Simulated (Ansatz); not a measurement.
**Convergence study of TiO2**

Aim: run TiO2 with the default SCF settings, then change one group of settings at a time and see what moves: the number of iterations, the state or the numbers. We look at TiO₂: the deposited crystal structure (space group P4_2/mnm), with 6 atoms per cell. Source: COD entry 4102355.

Method: DFT r2SCAN+U, PAW, plane waves, scalar-relativistic; U − J = 3 eV on Ti d, in Ansatz 0.2.0.

3 further runs of the same task are left out: 3 that didn't finish.

**1. Starting point**

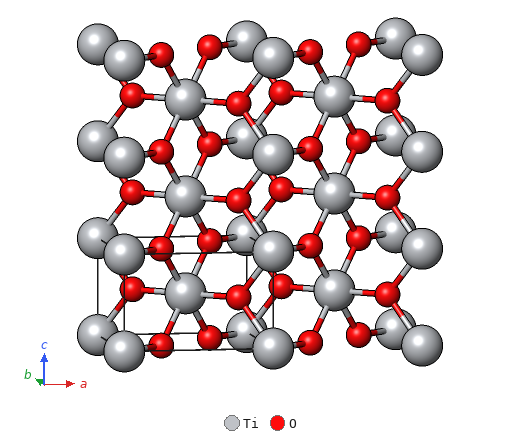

The starting structure, seen slightly off an axis (titanium light grey, oxygen red). 2×1×3 cells are drawn. Atoms on the faces are drawn again on the opposite ones.

Coordinates:

```cif
data_structure
_symmetry_space_group_name_H-M 'P4_2/mnm'
_symmetry_Int_Tables_number 136
_cell_length_a 4.5888
_cell_length_b 4.5888
_cell_length_c 2.9576
_cell_angle_alpha 90.000
_cell_angle_beta 90.000
_cell_angle_gamma 90.000
_cell_volume 62.28
loop_
_atom_site_label
_atom_site_type_symbol
_atom_site_symmetry_multiplicity
_atom_site_Wyckoff_symbol
_atom_site_fract_x
_atom_site_fract_y
_atom_site_fract_z
_atom_site_occupancy
Ti1 Ti 2 a 0.00000 0.00000 0.00000 1
O1 O 4 f 0.30233 0.30233 0.00000 1
```

Atoms are counted from 1 in the order of input.yaml (O6 and so on).

Changes shown after the default run: Broyden, β 0.9, history 4, no preconditioner; linear mixing, β 0.3, no preconditioner; Broyden, β 0.3, preconditioner Kerker scaled by the density of states; Broyden, β 0.5, preconditioner Resta; Broyden, β 0.3, preconditioner Kerker; Broyden, β 0.3, history 3, no preconditioner; Broyden, β 0.3, history 8, no preconditioner.

The search for lower states is off throughout, and inputs that name a mixer don't switch to direct minimisation unless they say so. Spin is collinear, with starting moments Ti1 1.00, Ti2 -1.00 μB. β is the mixing step of the charge; the magnetisation has a step of its own, which the program sets unless it is named.

**2. Default SCF settings**

File input.yaml:

```yaml
crystal:
  lattice:
    - [4.58878, 0.0, 0.0]
    - [0.0, 4.58878, 0.0]
    - [0.0, 0.0, 2.95756]
  atoms:
    - { symbol: Ti, position: [0.0, 0.0, 0.0], spin: 1.0 }
    - { symbol: Ti, position: [0.5, 0.5, 0.5], spin: -1.0 }
    - { symbol: O, position: [0.30233, 0.30233, 0.0] }
    - { symbol: O, position: [0.19767, 0.80233, 0.5] }
    - { symbol: O, position: [0.69767, 0.69767, 0.0] }
    - { symbol: O, position: [0.80233, 0.19767, 0.5] }
magnetization:
  spin_polarized: true
hamiltonian:
  xc: r2scan
  pseudopotentials: { kind: paw }
  hubbard: { sites: [{ species: Ti, l: d, u_eff: 3.0 }] }
basis:
  ecutwfc: 500
kpoints:
  mp_grid: { grid: [5, 5, 7] }
scf:
  occupations: { method: gaussian, width: 0.05 }
  lower_state_search: "off"
output:
  forces: true
  stress: true
```

Started as:

```
> ansatz run input.yaml --threads 2 --pin off --max-ram 5120MiB --backend cpu --events-out ev --progress --plain --runs-dir out
```

Standard output, cut to the lines that bear on the results:

```text
Ti: projections on atomic orbitals take those of the free atom [Ne] 3s2 3p6 3d2 4s2, of charge +0.00 (hamiltonian.pseudopotentials.projection_atoms); the dataset's partial waves leave at most 4.1e-7 of an orbital's norm unspanned inside its sphere
O: projections on atomic orbitals take those of the free atom [He] 2s2 2p4, of charge +0.00 (hamiltonian.pseudopotentials.projection_atoms); the dataset's partial waves leave at most 1.9e-8 of an orbital's norm unspanned inside its sphere
[...]
Pseudopotentials: kind: paw
Pseudopotential: Ti, paw, valence charge 12, recommended cutoff 500 eV (meta_gga), Ti.paw.azcp
Pseudopotential: O, paw, valence charge 6, recommended cutoff 500 eV (meta_gga), O.paw.azcp
Functional definition: r2SCAN
[...]
Crystal: 6 atoms, lattice volume = 62.277 Å³
Basis set: ecut = 500 eV, 1559 PW (Γ), exchange–correlation on 144×144×96 points (64 copies of the dense FFT grid, shifted against one another)
Bands: 31, of which v1, the nominal top of the filled ones, is band 24 counted from 1 (23 counted from 0)
Symmetry: 8 space group operations
Space group: Cmmm (ITA 65), of the structure as read, at distance tolerance 4.0e-5 Å
Magnetic group: BNS 136.498 (UNI 1158), of the structure as read, at distance tolerance 4.0e-5 Å
k-points: 36 of 175
[...]
Starting moments: Σ|m| = 2 μB on 2 of 6 sites
Starting magnetic order: altermagnet, d-wave, planar spin-momentum locking; spin-degenerate planes through Γ normal to [0 1 0], [1 0 0] of the run's lattice
[...]
WARN: the starting moments were not kept: the SCF closed with an absolute magnetisation of 6.5e-6 μB, where they sum to 2 μB in size (2 sites). That is at most 0.1 of that sum. Measured as dr2_m measures the in/out step, that magnetisation stands 7.0e-12 eV from none, at or under the [...]
this state was not tested for a lower state beside it, because the mixer in use, unlike msr1, does not test its closes by its own steps (another_mixer; see scf.mixing.algorithm and scf.lower_state_search)
SCF converged after 17 iterations
Magnetization: 0.0000 μB (24.0000 up, 24.0000 down)
Absolute magnetization: 0.0000 μB (∫|ρ↑−ρ↓|, with the PAW one-centre terms)
Spin contamination: 0.0000 ħ² per cell (⟨S²⟩ above its minimum at these occupations)
Per-site moments (μB) at R_I (Å): [(3.940611134509797e-7, 0.8075229849199423), (-3.905704104017335e-7, 0.8075229849199423), (5.921484099525995e-7, 0.8075229849199425), (-5.953775316430924e-7, 0.8075229849199423), (5.921484099070963e-7, 0.8075229849199423), (-5.953775315983578e-7, [...]
Free energy (F): -7287.732945 eV
[...]
E sigma→0 (E₀):  -7287.732945 eV
Fermi energy:    10.404689 eV
[...]
--- Forces (eV/Å), atoms counted from 1 ---
  atom   1  Ti    -0.00000000     0.00000000     0.00000000
  atom   2  Ti     0.00000000     0.00000000     0.00000000
  atom   3  O      0.22416459     0.22416459     0.00000000
  atom   4  O     -0.22416467     0.22416467     0.00000000
  atom   5  O     -0.22416459    -0.22416459     0.00000000
  atom   6  O      0.22416467    -0.22416467     0.00000000
[...]
--- Stress (GPa, compression-positive) ---
        1.736130       0.000000       0.000000
        0.000000       1.736130       0.000000
        0.000000       0.000000       4.119596
  P = ⅓ Tr σ = 2.5306 GPa (25.306 kbar)
Occupation matrices written to <dir>
```

Run time: 6.6 s. Hardware: 2 threads of AMD EPYC 9R45 (Zen 5), shared host; peak memory 0.7 GiB.

The reference: 17 iterations with the default settings (Broyden mixing, preconditioner Resta); non-magnetic, a gap of 2.52 eV on the k-mesh.

**3. Broyden, β 0.9, history 4, no preconditioner**

input.yaml, as its differences from that of step 2:

```diff
@@ -25,2 +25,5 @@
   lower_state_search: "off"
+  algorithm: density_mixing
+  max_iter: 50
+  mixing: { algorithm: broyden, ndim: 4, beta: 0.9, preconditioner: none }
 output:
```

Started as:

```
> ansatz run input.yaml --threads 2 --pin off --max-ram 5120MiB --backend cpu --events-out ev --progress --plain --runs-dir out
```

Standard output, cut to the lines that bear on the results:

```text
[... 27 lines as in an earlier run ...]
Starting moments: Σ|m| = 2 μB on 2 of 6 sites
Starting magnetic order: altermagnet, d-wave, planar spin-momentum locking; spin-degenerate planes through Γ normal to [0 1 0], [1 0 0] of the run's lattice
[... 2 lines as in an earlier run ...]
SCF iter   1: F=-7283.944311 eV  HF=-7287.468024 eV  |F-HF|=3.52e0  |Δ(HF+E_count)|=         —  Δρ=6.62e-2 (↑6.62e-2 ↓6.62e-2)  dr2=6.76e0  dr2_τ=2.89e-1  dr2_m=1.02e0  M=0.000 μB ∫|m|=0.518 μB  β_m=0.90  ethr=3.10e-3  ⟨swp⟩=5.8  Hψ=9533  notcnv=0
[...]
spin-set hold released at iteration 5 (site moments contracting): the magnetisation degrees of freedom join the quasi-Newton model from the next iteration; the mixer history was flushed
[...]
SCF iter  17: F=-7287.732945 eV  HF=-7287.732945 eV  |F-HF|=2.61e-9  |Δ(HF+E_count)|=  4.36e-10  Δρ=8.37e-7 (↑7.09e-7 ↓8.37e-7)  dr2=2.84e-9  dr2_τ=2.35e-11  dr2_m=2.24e-11  M=0.000 μB ∫|m|=0.000 μB  ethr=1.68e-12  ⟨swp⟩=1.0  Hψ=6274  notcnv=0
WARN: the starting moments were not kept: the SCF closed with an absolute magnetisation of 6.0e-6 μB, where they sum to 2 μB in size (2 sites). That is at most 0.1 of that sum. Measured as dr2_m measures the in/out step, that magnetisation stands 7.0e-12 eV from none, at or under the [...]
[... 1 line as in an earlier run ...]
SCF converged after 17 iterations
Magnetization: 0.0000 μB (24.0000 up, 24.0000 down)
Absolute magnetization: 0.0000 μB (∫|ρ↑−ρ↓|, with the PAW one-centre terms)
Spin contamination: 0.0000 ħ² per cell (⟨S²⟩ above its minimum at these occupations)
Per-site moments (μB) at R_I (Å): [(-7.332028805094207e-7, 0.8075229849199423), (7.988528855007629e-7, 0.8075229849199423), (5.80824590229151e-7, 0.8075229849199425), (-6.391899707990178e-7, 0.8075229849199423), (5.808245902683007e-7, 0.8075229849199423), (-6.391899708941549e-7, [...]
Free energy (F): -7287.732945 eV
[...]
E sigma→0 (E₀):  -7287.732945 eV
Fermi energy:    10.404688 eV
[... 32 lines left out: energy terms, forces, stress ...]
Occupation matrices written to <dir>
```

Wall time 6.6 s (2 threads of AMD EPYC 9R45 (Zen 5), shared host); peak memory 0.71 GiB.

The count stays at 17. Against the default run: the same free energy.

**4. Linear mixing, β 0.3, no preconditioner**

input.yaml, as its differences from that of step 3:

```diff
@@ -27,3 +27,3 @@
   max_iter: 50
-  mixing: { algorithm: broyden, ndim: 4, beta: 0.9, preconditioner: none }
+  mixing: { algorithm: anderson, ndim: 1, beta: 0.3, preconditioner: none }
 output:
```

Started as:

```
> ansatz run input.yaml --threads 2 --pin off --max-ram 5120MiB --backend cpu --events-out ev --progress --plain --runs-dir out
```

Standard output, cut to the lines that bear on the results:

```text
[... 27 lines as in an earlier run ...]
Starting moments: Σ|m| = 2 μB on 2 of 6 sites
Starting magnetic order: altermagnet, d-wave, planar spin-momentum locking; spin-degenerate planes through Γ normal to [0 1 0], [1 0 0] of the run's lattice
[... 2 lines as in an earlier run ...]
SCF iter   1: F=-7283.944311 eV  HF=-7287.468024 eV  |F-HF|=3.52e0  |Δ(HF+E_count)|=         —  Δρ=6.62e-2 (↑6.62e-2 ↓6.62e-2)  dr2=6.76e0  dr2_τ=2.89e-1  dr2_m=1.02e0  M=0.000 μB ∫|m|=0.518 μB  β_m=0.30  ethr=3.10e-3  ⟨swp⟩=5.8  Hψ=9533  notcnv=0
[...]
spin-set hold released at iteration 7 (site moments contracting): the magnetisation degrees of freedom join the quasi-Newton model from the next iteration; the mixer history was flushed
[...]
SCF iter  40: F=-7287.732945 eV  HF=-7287.732945 eV  |F-HF|=3.31e-8  |Δ(HF+E_count)|=   2.59e-8  Δρ=8.87e-6 (↑8.87e-6 ↓8.87e-6)  dr2=1.34e-11  dr2_τ=9.45e-10  dr2_m=4.49e-8  M=0.000 μB ∫|m|=0.000 μB  ethr=1.00e-12  ⟨swp⟩=1.0  Hψ=6916  notcnv=0
WARN: the starting moments were not kept: the SCF closed with an absolute magnetisation of 3.8e-4 μB, where they sum to 2 μB in size (2 sites). That is at most 0.1 of that sum. Measured as dr2_m measures the in/out step, that magnetisation stands 2.7e-8 eV from none, at or under the [...]
[... 1 line as in an earlier run ...]
SCF converged after 40 iterations
Magnetization: 0.0000 μB (24.0000 up, 24.0000 down)
Absolute magnetization: 0.0004 μB (∫|ρ↑−ρ↓|, with the PAW one-centre terms)
Spin contamination: 0.0000 ħ² per cell (⟨S²⟩ above its minimum at these occupations)
Per-site moments (μB) at R_I (Å): [(5.418830403675916e-5, 0.8075229849199423), (-5.418122733962973e-5, 0.8075229849199423), (4.364451448460395e-5, 0.8075229849199425), (-4.365133933063351e-5, 0.8075229849199423), (4.3644514484556104e-5, 0.8075229849199423), (-4.365133933056744e-5, [...]
Free energy (F): -7287.732945 eV
[...]
E sigma→0 (E₀):  -7287.732945 eV
Fermi energy:    10.404687 eV
[... 32 lines left out: energy terms, forces, stress ...]
Occupation matrices written to <dir>
```

Run time: 12 s. Hardware: 2 threads of AMD EPYC 9R45 (Zen 5), shared host; peak memory 0.7 GiB.

It takes 40 iterations (default 17). Against the default run: the same free energy.

**5. Broyden, β 0.3, preconditioner Kerker scaled by the density of states**

input.yaml, as its differences from that of step 4:

```diff
@@ -27,3 +27,3 @@
   max_iter: 50
-  mixing: { algorithm: anderson, ndim: 1, beta: 0.3, preconditioner: none }
+  mixing: { algorithm: broyden, beta: 0.3, preconditioner: kerker_dos }
 output:
```

Started as:

```
> ansatz run input.yaml --threads 2 --pin off --max-ram 5120MiB --backend cpu --events-out ev --progress --plain --runs-dir out
```

Standard output, cut to the lines that bear on the results:

```text
[... 27 lines as in an earlier run ...]
Starting moments: Σ|m| = 2 μB on 2 of 6 sites
Starting magnetic order: altermagnet, d-wave, planar spin-momentum locking; spin-degenerate planes through Γ normal to [0 1 0], [1 0 0] of the run's lattice
[... 2 lines as in an earlier run ...]
spin=Collinear: DOS-adaptive Kerker preconditioning applied to the charge; magnetization (m = ρ↑ − ρ↓) channel mixes plain (no charge-response kernel on spin).
SCF iter   1: F=-7283.944311 eV  HF=-7287.468024 eV  |F-HF|=3.52e0  |Δ(HF+E_count)|=         —  Δρ=6.62e-2 (↑6.62e-2 ↓6.62e-2)  dr2=6.76e0  dr2_τ=2.89e-1  dr2_m=1.02e0  M=0.000 μB ∫|m|=0.518 μB  β_m=0.30  ethr=3.10e-3  ⟨swp⟩=5.8  Hψ=9533  notcnv=0
[...]
spin-set hold released at iteration 7 (site moments contracting): the magnetisation degrees of freedom join the quasi-Newton model from the next iteration; the mixer history was flushed
[...]
SCF iter  19: F=-7287.732945 eV  HF=-7287.732945 eV  |F-HF|=2.36e-11  |Δ(HF+E_count)|=  2.68e-10  Δρ=2.27e-7 (↑2.24e-7 ↓2.27e-7)  dr2=1.77e-11  dr2_τ=6.70e-13  dr2_m=1.94e-11  M=0.000 μB ∫|m|=0.000 μB  ethr=1.00e-12  ⟨swp⟩=1.0  Hψ=5836  notcnv=0
WARN: the starting moments were not kept: the SCF closed with an absolute magnetisation of 4.3e-6 μB, where they sum to 2 μB in size (2 sites). That is at most 0.1 of that sum. Measured as dr2_m measures the in/out step, that magnetisation stands 2.7e-12 eV from none, at or under the [...]
[... 1 line as in an earlier run ...]
SCF converged after 19 iterations
Magnetization: 0.0000 μB (24.0000 up, 24.0000 down)
Absolute magnetization: 0.0000 μB (∫|ρ↑−ρ↓|, with the PAW one-centre terms)
Spin contamination: 0.0000 ħ² per cell (⟨S²⟩ above its minimum at these occupations)
Per-site moments (μB) at R_I (Å): [(3.4254525315664344e-7, 0.8075229849199423), (-3.245384504560405e-7, 0.8075229849199423), (2.504324771070331e-7, 0.8075229849199425), (-2.665658539309259e-7, 0.8075229849199423), (2.504324769989999e-7, 0.8075229849199423), (-2.6656585396352415e-7, [...]
Free energy (F): -7287.732945 eV
[...]
E sigma→0 (E₀):  -7287.732945 eV
Fermi energy:    10.404689 eV
[... 32 lines left out: energy terms, forces, stress ...]
Occupation matrices written to <dir>
```

It took 7.1 s on 2 threads of AMD EPYC 9R45 (Zen 5), shared host; peak memory 0.7 GiB.

It takes 19 iterations (default 17). Against the default run: the same free energy.

**6. Broyden, β 0.5, preconditioner Resta**

input.yaml, as its differences from that of step 5:

```diff
@@ -27,3 +27,3 @@
   max_iter: 50
-  mixing: { algorithm: broyden, beta: 0.3, preconditioner: kerker_dos }
+  mixing: { algorithm: broyden, beta: 0.5, preconditioner: resta }
 output:
```

Started as:

```
> ansatz run input.yaml --threads 2 --pin off --max-ram 5120MiB --backend cpu --events-out ev --progress --plain --runs-dir out
```

Standard output, cut to the lines that bear on the results:

```text
[... 27 lines as in an earlier run ...]
Starting moments: Σ|m| = 2 μB on 2 of 6 sites
Starting magnetic order: altermagnet, d-wave, planar spin-momentum locking; spin-degenerate planes through Γ normal to [0 1 0], [1 0 0] of the run's lattice
[... 2 lines as in an earlier run ...]
SCF iter   1: F=-7283.944311 eV  HF=-7287.468024 eV  |F-HF|=3.52e0  |Δ(HF+E_count)|=         —  Δρ=6.62e-2 (↑6.62e-2 ↓6.62e-2)  dr2=6.76e0  dr2_τ=2.89e-1  dr2_m=1.02e0  M=0.000 μB ∫|m|=0.518 μB  β_m=0.50  ethr=3.10e-3  ⟨swp⟩=5.8  Hψ=9533  notcnv=0
[...]
[... 1 line as in an earlier run ...]
[...]
spin-set hold released at iteration 6 (site moments contracting): the magnetisation degrees of freedom join the quasi-Newton model from the next iteration; the mixer history was flushed
[...]
SCF iter  14: F=-7287.732945 eV  HF=-7287.732945 eV  |F-HF|=2.73e-12  |Δ(HF+E_count)|=   1.89e-9  Δρ=3.22e-7 (↑3.19e-7 ↓3.22e-7)  dr2=5.54e-11  dr2_τ=2.88e-12  dr2_m=3.87e-11  M=0.000 μB ∫|m|=0.000 μB  ethr=1.07e-12  ⟨swp⟩=1.0  Hψ=6590  notcnv=0
WARN: the starting moments were not kept: the SCF closed with an absolute magnetisation of 5.9e-6 μB, where they sum to 2 μB in size (2 sites). That is at most 0.1 of that sum. Measured as dr2_m measures the in/out step, that magnetisation stands 8.4e-12 eV from none, at or under the [...]
[... 1 line as in an earlier run ...]
SCF converged after 14 iterations
Magnetization: 0.0000 μB (24.0000 up, 24.0000 down)
Absolute magnetization: 0.0000 μB (∫|ρ↑−ρ↓|, with the PAW one-centre terms)
Spin contamination: 0.0000 ħ² per cell (⟨S²⟩ above its minimum at these occupations)
Per-site moments (μB) at R_I (Å): [(-7.407219940309885e-7, 0.8075229849199423), (7.481335534836744e-7, 0.8075229849199423), (3.523944316326224e-7, 0.8075229849199425), (-3.5863092871342505e-7, 0.8075229849199423), (3.5239443165715884e-7, 0.8075229849199423), (-3.586309287675804e-7, [...]
Free energy (F): -7287.732945 eV
[...]
E sigma→0 (E₀):  -7287.732945 eV
Fermi energy:    10.404685 eV
[... 32 lines left out: energy terms, forces, stress ...]
Occupation matrices written to <dir>
```

It took 5.8 s on 2 threads of AMD EPYC 9R45 (Zen 5), shared host; peak memory 0.72 GiB.

Compared with step 2: the same free energy; 14 iterations in place of 17.

**7. Broyden, β 0.3, preconditioner Kerker**

input.yaml, as its differences from that of step 6:

```diff
@@ -27,3 +27,3 @@
   max_iter: 50
-  mixing: { algorithm: broyden, beta: 0.5, preconditioner: resta }
+  mixing: { algorithm: broyden, beta: 0.3, preconditioner: kerker }
 output:
```

Started as:

```
> ansatz run input.yaml --threads 2 --pin off --max-ram 5120MiB --backend cpu --events-out ev --progress --plain --runs-dir out
```

Standard output, cut to the lines that bear on the results:

```text
[... 27 lines as in an earlier run ...]
Starting moments: Σ|m| = 2 μB on 2 of 6 sites
Starting magnetic order: altermagnet, d-wave, planar spin-momentum locking; spin-degenerate planes through Γ normal to [0 1 0], [1 0 0] of the run's lattice
[... 2 lines as in an earlier run ...]
spin=Collinear: Kerker preconditioning applied to the charge; magnetization (m = ρ↑ − ρ↓) channel mixes plain (no charge-response kernel on spin).
SCF iter   1: F=-7283.944311 eV  HF=-7287.468024 eV  |F-HF|=3.52e0  |Δ(HF+E_count)|=         —  Δρ=6.62e-2 (↑6.62e-2 ↓6.62e-2)  dr2=6.76e0  dr2_τ=2.89e-1  dr2_m=1.02e0  M=0.000 μB ∫|m|=0.518 μB  β_m=0.30  ethr=3.10e-3  ⟨swp⟩=5.8  Hψ=9533  notcnv=0
[...]
spin-set hold released at iteration 7 (site moments contracting): the magnetisation degrees of freedom join the quasi-Newton model from the next iteration; the mixer history was flushed
[...]
SCF iter  19: F=-7287.732945 eV  HF=-7287.732945 eV  |F-HF|=2.46e-11  |Δ(HF+E_count)|=  1.81e-10  Δρ=1.47e-7 (↑1.47e-7 ↓1.46e-7)  dr2=1.29e-11  dr2_τ=6.34e-13  dr2_m=8.63e-12  M=0.000 μB ∫|m|=0.000 μB  ethr=1.00e-12  ⟨swp⟩=1.0  Hψ=5800  notcnv=0
WARN: the starting moments were not kept: the SCF closed with an absolute magnetisation of 3.4e-6 μB, where they sum to 2 μB in size (2 sites). That is at most 0.1 of that sum. Measured as dr2_m measures the in/out step, that magnetisation stands 3.0e-12 eV from none, at or under the [...]
[... 1 line as in an earlier run ...]
SCF converged after 19 iterations
Magnetization: 0.0000 μB (24.0000 up, 24.0000 down)
Absolute magnetization: 0.0000 μB (∫|ρ↑−ρ↓|, with the PAW one-centre terms)
Spin contamination: 0.0000 ħ² per cell (⟨S²⟩ above its minimum at these occupations)
Per-site moments (μB) at R_I (Å): [(-2.645492059486845e-7, 0.8075229849199423), (2.646038567256843e-7, 0.8075229849199423), (-4.853321604575526e-7, 0.8075229849199425), (4.852505665634847e-7, 0.8075229849199423), (-4.853321604144313e-7, 0.8075229849199423), (4.852505665362602e-7, [...]
Free energy (F): -7287.732945 eV
[...]
E sigma→0 (E₀):  -7287.732945 eV
Fermi energy:    10.404689 eV
[... 32 lines left out: energy terms, forces, stress ...]
Occupation matrices written to <dir>
```

Run time: 7.2 s. Hardware: 2 threads of AMD EPYC 9R45 (Zen 5), shared host; peak memory 0.72 GiB.

Compared with step 2: the same free energy; 19 iterations in place of 17.

(Part 1 of 2 ends here.)
